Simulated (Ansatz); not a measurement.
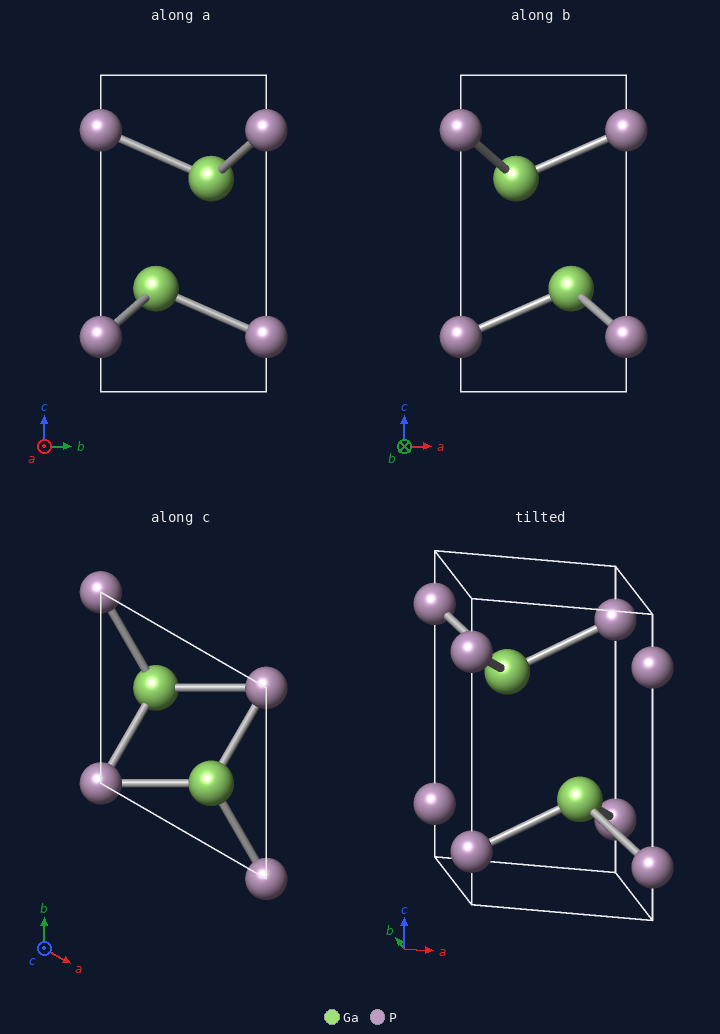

This ball-and-stick model is shown along the a axis, along the b axis, along the c axis and slightly off an axis. Lines trace the edges of the conventional unit cell.

Lattice parameters: a = 3.818 Å, b = 3.818 Å, c = 6.326 Å, α = 90.00°, β = 90.00°, γ = 120.00°.

> Convert the drawing into a table of Wyckoff sites, with free fractional coordinates to two decimals.

Space group P-3m1 (No. 164).
| atom | site | x | y | z |
| --- | --- | --- | --- | --- |
| Ga | 2d | 0.3333 | 0.6667 | 0.67 |
| P | 2c | 0.00 | 0.00 | 0.83 |

Starting structure: a structure type filled with these elements by a generator (whether the compound takes this form wasn't checked). Earlier steps of the study may have refined or changed the cell and positions. Ansatz was used for an electronic-structure calculation on it.
